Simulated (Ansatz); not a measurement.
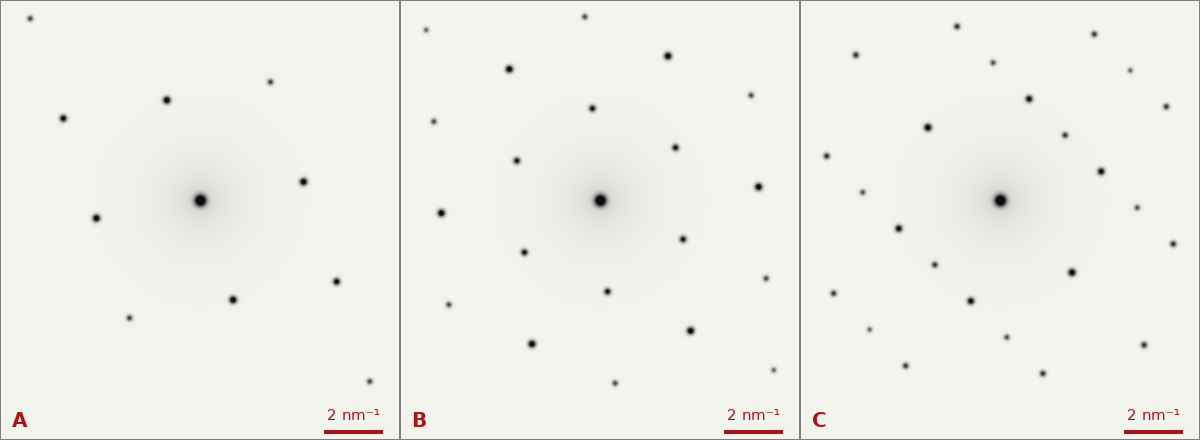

The patterns are kinematic simulations for 200 kV electrons (no multiple scattering; isotropic B = 0.5 Å²).

All three come from Hg, space group P6_3/mmc (No. 194), a = 3.59 Å, c = 5.59 Å (hexagonal axes). Structure: the end point of a relaxation with Ansatz, DFT PBE, scalar-relativistic, plane waves, PAW; the starting structure was generated, so it need not be a known form of this composition.

```
atom  site  symmetry       x       y       z
  Hg    2d      -6m2  0.3333  0.6667  0.7500
```

### Assign the zone axes [001], [100], [211] to A, B and C.

A is [211]: centred rectangular net of 0 1 -1 at d = 2.72 Å and -1 1 1 at d = 2.72 Å, at 81.6°. B is [001]: hexagonal net of 1 -1 0 at d = 3.11 Å and 1 0 0 at d = 3.11 Å, at 60.0°. C is [100]: rectangular net of 0 0 1 (itself extinct) at d = 5.59 Å and 0 1 0 at d = 3.11 Å, at 90.0°.
